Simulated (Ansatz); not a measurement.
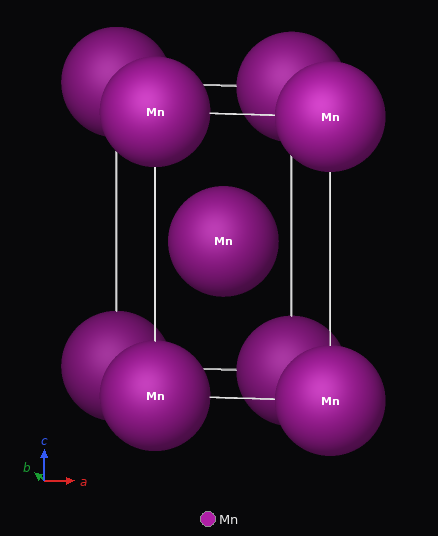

A spheres-only picture of a crystal structure, seen slightly off an axis. The parallelepiped is the unit cell. Cell: a = 2.46 Å, b = 2.46 Å, c = 3.99 Å, α = 90.00°, β = 90.00°, γ = 111.75°.

It goes back to a structure type filled with this element by a generator (whether the element takes this form wasn't checked). Earlier steps of the study may have refined or changed the cell and positions. An electronic-structure calculation with Ansatz was run on it.

What structure is drawn here?

Answer. The element is manganese. Strictly the space group is Fmmm (No. 69, within 0.01 Å). It is a distorted form of a body-centred cubic structure, space group Im-3m (No. 229) within 0.25 Å: body-centred cubic (W type). The cell holds two atoms.

Results below were computed with DFT PBE, scalar-relativistic, plane waves, PAW in Ansatz; the settings were a cutoff energy of 600 eV, k-points about 0.16 Å⁻¹ apart, Gaussian smearing of 0.05 eV, collinear spins.

Which atoms carry magnetic moments in this run, and how do they order?

Answer. The state reached is antiferromagnetic. Sizes: Mn 1.4 μB; net moment 0.0 μB in the run's cell of 2 atoms.

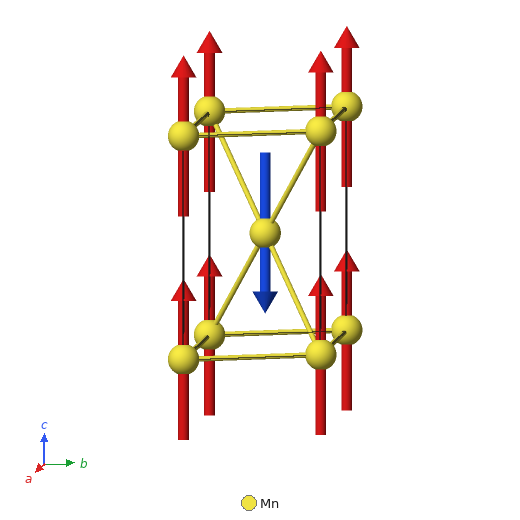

Site moments above 0.25 μB as arrows, small induced ones on non-metal atoms left out (red along the largest or up, blue against, purple across). The run's cell of 2 atoms is drawn in a reduced setting, so axes and origin can differ from the first picture.

Classify it as metallic or gapped, with the value.

Answer. A metal: bands cross the Fermi level.

Does the calculation find this structure at rest?

Answer. Yes. All forces vanish to within 0.01 eV/Å. The pressure is -0.1 GPa, close to zero.
